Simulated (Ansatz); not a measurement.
Ag (slab)

Input file:

```
crystal:
  lattice:
    - [5.7606259194, 0.0, 0.0]
    - [0.0, 5.7606259194, 0.0]
    - [0.0, 0.0, 23.1100664772]
  atoms:
    - { symbol: Ag, position: [0.25, 0.25, 0.3678050865] }
    - { symbol: Ag, position: [0.25, 0.75, 0.3678050865] }
    - { symbol: Ag, position: [0.75, 0.25, 0.3678050865] }
    - { symbol: Ag, position: [0.75, 0.75, 0.3678050865] }
    - { symbol: Ag, position: [0.5, 0.5, 0.4559350288] }
    - { symbol: Ag, position: [0.5, 0.0, 0.4559350288] }
    - { symbol: Ag, position: [0.0, 0.5, 0.4559350288] }
    - { symbol: Ag, position: [0.0, 0.0, 0.4559350288] }
    - { symbol: Ag, position: [0.75, 0.75, 0.5440649712] }
    - { symbol: Ag, position: [0.75, 0.25, 0.5440649712] }
    - { symbol: Ag, position: [0.25, 0.75, 0.5440649712] }
    - { symbol: Ag, position: [0.25, 0.25, 0.5440649712] }
    - { symbol: Ag, position: [0.0, 0.0, 0.6321949135] }
    - { symbol: Ag, position: [0.0, 0.5, 0.6321949135] }
    - { symbol: Ag, position: [0.5, 0.0, 0.6321949135] }
    - { symbol: Ag, position: [0.5, 0.5, 0.6321949135] }
basis:
  ecutwfc: 420
kpoints:
  mp_grid: { grid: [5, 5, 1] }
hamiltonian:
  xc: pbe
  dispersion: d3bj
scf:
  occupations: { method: gaussian, width: 0.1 }
output:
  forces: true
  eigenvalues: true
  write_density: true
  write_potential: true
  elf: true
  volumetric_format: npy
relax:
  adjacent_minimum: "off"
  f_tol: 0.03
  max_steps: 70
  constraints: [{ sites: [0, 1, 2, 3, 4, 5, 6, 7] }]
efield:
  axis: 3
  dipole_correction: true
```

Run with:

```sh
ansatz run input.yaml --threads 8 --pin off --max-ram 22528MiB --backend cpu --events-out ev --progress --plain --runs-dir out
```

Level of theory: DFT PBE+D3(BJ), scalar-relativistic, plane waves, PAW in Ansatz.

Q: What can the converged valence pseudo-density and electron localisation function tell about the bonding?

A: Ag–Ag (2.88 Å): ρ is about 0.21 e/Å³ halfway; the ELF is about 0.15 at the midpoint (no localised pair shows between them).

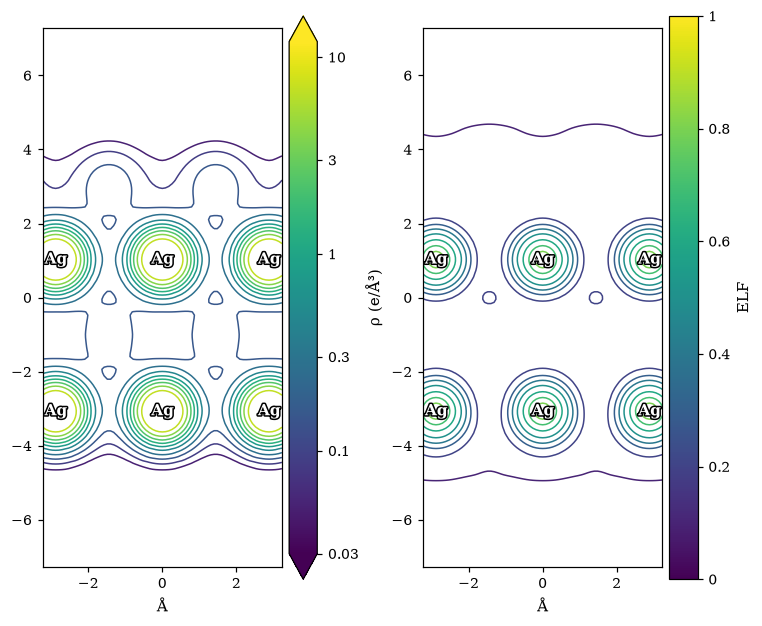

Computed valence pseudo-density and electron localisation function on the (100) plane of the calculation cell, a cut from vacuum to vacuum, in this order. 

The density is the valence pseudo-density of a PAW calculation; it isn't the true density close to the nuclei.
